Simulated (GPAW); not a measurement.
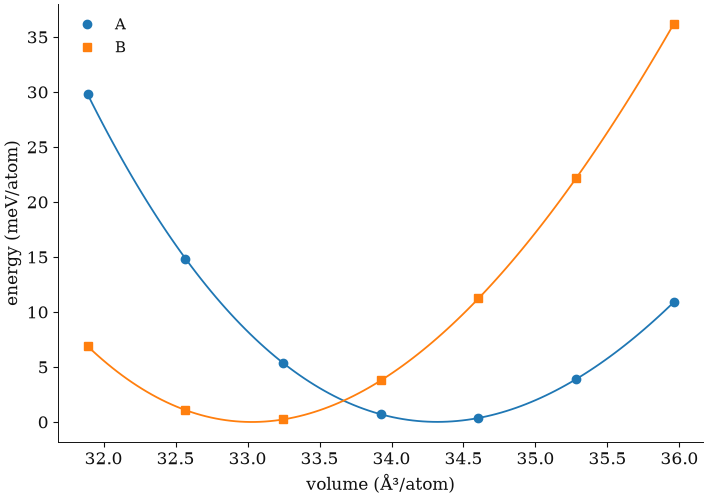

Plotted: energy against volume, with one curve for each functional, for Te (space group P3_121). The labels are replaced by letters. In alphabetical order the cases are: PBEsol; r2SCAN.

Computed with GPAW 26.7.0: PAW DFT in plane waves, on a grid or in atomic orbitals, no spin polarisation; energies at scaled volumes of the given cell, shape and fractions fixed, counted from the fit's minimum, third-order Birch-Murnaghan fit. All runs: no spin polarisation.

occupations Fermi–Dirac; smearing width 0.05 eV; wave cutoff 600 eV.

### Which letter stands for which functional?

A: r2SCAN; B: PBEsol.

Keep in mind: shape and atomic fractions are frozen while scaling, which makes layered, chain and framework solids too stiff.
